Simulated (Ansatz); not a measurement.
## A series of single points on Sb

System: Sb (3 atoms in the cell).
Method: DFT, revPBE, plane waves (420 eV) with PAW, scalar-relativistic, no spin polarisation (Ansatz 0.2.0).

The 6 runs differ only in the geometry, by an even scaling of the cell at fixed fractional positions.

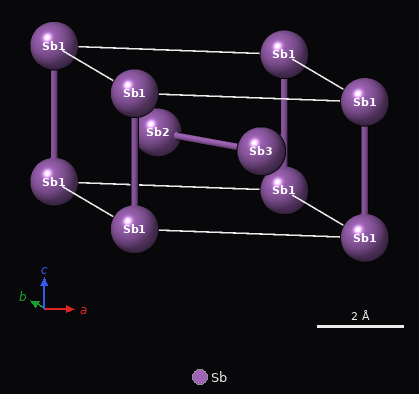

Figure 1. The structure of run 4 (ball-and-stick view of the cell of the calculation, seen slightly off an axis; atoms are numbered from 1 in the order of the input).

## Input of run 4
```yaml
crystal:
  lattice:
    - [5.465178166, 0.0, 0.0]
    - [-2.732589083, 4.732983128, 0.0]
    - [0.0, 0.0, 3.2585977104]
  atoms:
    - { symbol: Sb, position: [0.0, 1.0, 0.0] }
    - { symbol: Sb, position: [0.3333333333, 0.6666666667, 0.5] }
    - { symbol: Sb, position: [0.6666666667, 0.3333333333, 0.5] }
hamiltonian:
  xc: revpbe
  pseudopotentials:
    kind: paw
    azcp:
      Sb: "pseudopotentials/Sb.paw.azcp"
basis:
  ecutwfc: 420
  fft_grid_basis: typed
kpoints:
  mp_grid: { grid: [8, 8, 11], shift: [0, 0, 0] }
magnetization:
  spin_polarized: false
scf:
  occupations: { method: fermi_dirac, width: 0.1 }
  lower_state_search: "off"
output:
  stress: true
```

Run 2 differs from it as follows:
```diff
-    - [5.465178166, 0.0, 0.0]
-    - [-2.732589083, 4.732983128, 0.0]
-    - [0.0, 0.0, 3.2585977104]
+    - [5.3153712176, 0.0, 0.0]
+    - [-2.6576856088, 4.603246505, 0.0]
+    - [0.0, 0.0, 3.1692757223]
```

## Results, with one run withheld

| run | volume per atom (Å³) | free energy per atom, from the lowest run given (meV) | pressure (GPa) |
| --- | --- | --- | --- |
| 1 | 24.725 | 83.90 | 9.26 |
| 2 | 25.849 | ? | ? |
| 3 | 26.972 | 6.89 | 2.26 |
| 4 | 28.096 | 0.00 | −0.20 |
| 5 | 29.220 | 8.56 | −2.16 |
| 6 | 30.344 | 29.42 | −3.72 |

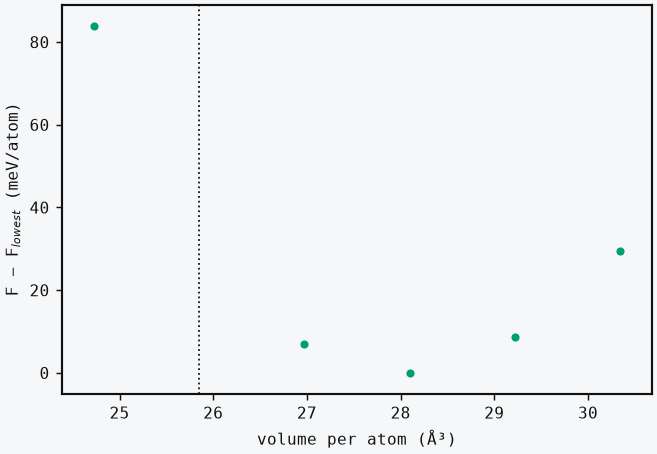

Figure 2. Free energy per atom of the runs given; the dotted line marks run 2.

What should run 2 give?

A cubic polynomial in V^(−2/3) (the Birch–Murnaghan form), fitted to the 5 runs given, misses them by under 0.01 meV per atom. With x = V^(−2/3) − 0.10908 Å⁻², it reads F = 0.28622 + 1145.1 x + 9.3671e+05 x² + 2.9012e+06 x³ (meV per atom). At run 2 it gives 33.16 meV per atom, and the run itself gives 33.19. The slope of the fit gives a pressure −dF/dV of 5.35 GPa there, and the run prints 5.35 GPa. The fit has its minimum at 27.993 Å³ per atom, where V d²F/dV² gives 55.7 GPa. Cell shape and fractional positions are held, so this is the stiffness under even scaling; the relaxed bulk modulus wasn't computed.

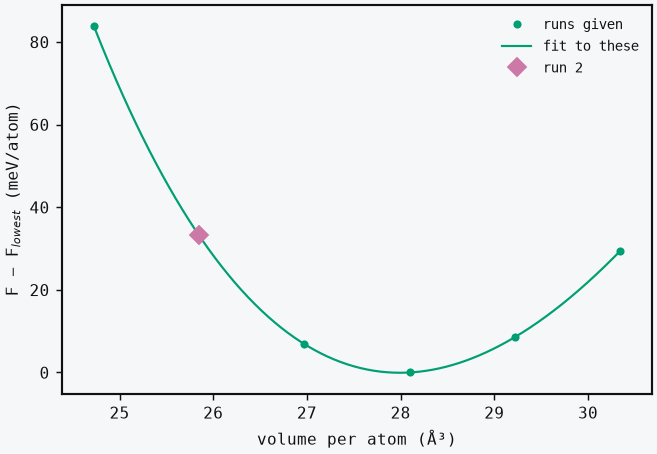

Figure 3. The fit and the withheld run.

## Output, shortened to warnings, some set-up lines, iterations and results (run 2)
```
Basis set: ecut = 420 eV, 1529 PW (Γ)
Symmetry: 24 space group operations
k-points: 60 of 704
Initial density: superposition of atomic densities (neutral atoms: chi_scale 0, normalization atom), corrected by the library's trained network
[...]
SCF iter   1: F=—  HF=-19471.172415 eV  |F-HF|=—  |Δ(HF+E_count)|=         —  Δρ=3.20e-3  dr2=1.02e-2  ethr=1.77e-3  ⟨swp⟩=6.0  Hψ=6922  notcnv=0
SCF iter   2: F=—  HF=-19471.169635 eV  |F-HF|=—  |Δ(HF+E_count)|=   2.78e-3  Δρ=1.52e-3  dr2=3.41e-3  ethr=2.26e-5  ⟨swp⟩=2.4  Hψ=3324  notcnv=0
SCF iter   3: F=—  HF=-19471.169266 eV  |F-HF|=—  |Δ(HF+E_count)|=   3.69e-4  Δρ=5.56e-4  dr2=3.21e-4  ethr=7.57e-6  ⟨swp⟩=1.8  Hψ=1709  notcnv=0
SCF iter   4: F=—  HF=-19471.169237 eV  |F-HF|=—  |Δ(HF+E_count)|=   2.89e-5  Δρ=1.25e-4  dr2=7.47e-6  ethr=7.12e-7  ⟨swp⟩=2.0  Hψ=1991  notcnv=0
SCF iter   5: F=—  HF=-19471.169238 eV  |F-HF|=—  |Δ(HF+E_count)|=   7.45e-7  Δρ=3.43e-5  dr2=1.04e-6  ethr=1.66e-8  ⟨swp⟩=2.0  Hψ=2996  notcnv=0
SCF iter   6: F=-19471.169238 eV  HF=-19471.169238 eV  |F-HF|=7.60e-8  |Δ(HF+E_count)|=   1.03e-8  Δρ=1.13e-5  dr2=7.51e-8  ethr=2.22e-10  ⟨swp⟩=3.0  Hψ=6746  notcnv=0
SCF 1 converged in 6 iterations: F = -19471.169238 eV  dr2 = 7.51e-8
SCF converged after 6 iterations
Free energy (F): -19471.169238 eV
Harris-Foulkes:  -19471.169238 eV  (|F-HF|=7.60e-8)
Internal energy: -19471.115748 eV  (E = F + TS)
E sigma→0 (E₀):  -19471.142493 eV
Entropy (-TS):   -0.053490 eV (-17.830 meV/atom)
Fermi energy:    12.308855 eV
--- Per-component energies (eV) ---
  E_band       = -403.290679
  E_kinetic    = 621.157455
  E_local      = -4213.610331  (includes V_loc(G=0)·N_el)
  E_nonlocal   = 1084.304430
  E_hartree    = 1937.026611
  E_xc         = -416.736658
  E_vxc        = -289.793342  (∫ρ·V_xc dr)
  E_paw        = -13743.129056  (= ΣΔE_a)
  E_vpaw       = -1479.424802  (= ΣTr[D̂ρ^β])
  E_aug_tail   = -0.000004  (compensation charges beyond the density's cutoff)
  E_ewald      = -4740.107459
  E_core_change = -0.020735  (= ΣΔE_core)
  E_smearing   = -0.053490  (= −TS)
  E_closure    = 0.000000  (closes the sum)
  Σ components = -19471.169238   (vs F -19471.169238, Δ=0.00e0)
--- Stress (GPa, compression-positive) ---
        6.124799      -0.000000       0.000000
       -0.000000       6.124799       0.000000
        0.000000       0.000000       3.815337
  P = ⅓ Tr σ = 5.3550 GPa (53.550 kbar)
```
